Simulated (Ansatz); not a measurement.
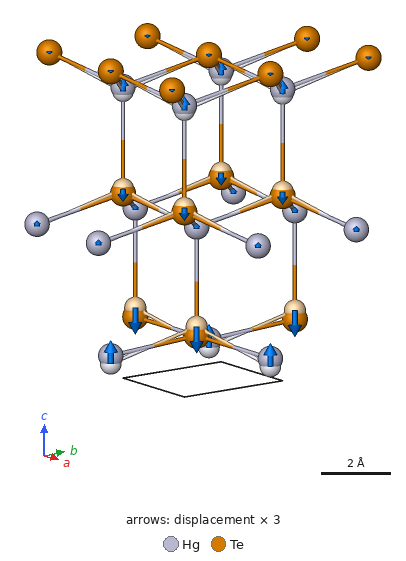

This is a relaxation of a slab of composition HgTe (cut from the F-43m phase). The starting structure is drawn faded, the final one solid; blue arrows show the displacements, magnified 3 times.

Style: ball-and-stick. Shown: the cell of the calculation, outlined in the plane, without the vacuum, slightly off an axis.

The slab is the (1 1 1) face of HgTe.

Computed with DFT PBE, scalar-relativistic, plane waves, PAW (Ansatz).

The input:
```yaml
crystal:
  lattice:
    - [4.7019744918, 0.0, 0.0]
    - [-2.3509872459, 4.0720293578, 0.0]
    - [0.0, 0.0, 23.6380787163]
  atoms:
    - { symbol: Hg, position: [0.3333333333, 0.6666666667, 0.3172846698] }
    - { symbol: Te, position: [0.6666666667, 0.3333333333, 0.3578880765] }
    - { symbol: Hg, position: [0.6666666667, 0.3333333333, 0.4796982966] }
    - { symbol: Te, position: [0.0, 0.0, 0.5203017034] }
    - { symbol: Hg, position: [0.0, 0.0, 0.6421119235] }
    - { symbol: Te, position: [0.3333333333, 0.6666666667, 0.6827153302] }
basis:
  ecutwfc: 420
kpoints:
  mp_grid: { grid: [9, 9, 1] }
hamiltonian:
  xc: pbe
scf:
  occupations: { method: gaussian, width: 0.1 }
output:
  forces: true
  eigenvalues: true
  write_density: true
  write_potential: true
  elf: true
  volumetric_format: npy
relax:
  adjacent_minimum: "off"
  f_tol: 0.02
  max_steps: 60
efield:
  axis: 3
  dipole_correction: true
  ramp_width: 0.04
```

Run as
```bash
ansatz run input.yaml --threads 2 --pin off --max-ram 5120MiB --backend cpu --events-out ev --progress --plain --runs-dir out
```

### What did the optimiser do to the structure, and how much energy did it gain?

Over 5 geometry steps the energy falls by 0.241 eV per cell of the calculation. Largest force component: 0.78 eV/Å at the start, 0.0037 eV/Å at the end. The largest move relative to the layer's centre is that of Te2, 0.27 Å along the normal (−c). By element the largest moves are Te 0.27 Å, Hg 0.23 Å. The cell stays as it was. Some distances before and after: Te2–Hg3 2.879 → 3.201 Å, Te4–Hg5 2.879 → 3.145 Å, Hg1–Te2 2.879 → 2.753 Å, Hg3–Te4 2.879 → 2.823 Å. Bond angles that change, for instance: Hg1–Te2–Hg3 109.5° → 99.6°, Hg1–Te2–Hg1 109.5° → 117.3°, Te2–Hg1–Te2 109.5° → 117.3°. The run took 120 s on 2 threads of AMD EPYC 7B13 (Zen 3) (shared host), peak memory 0.86 GiB.
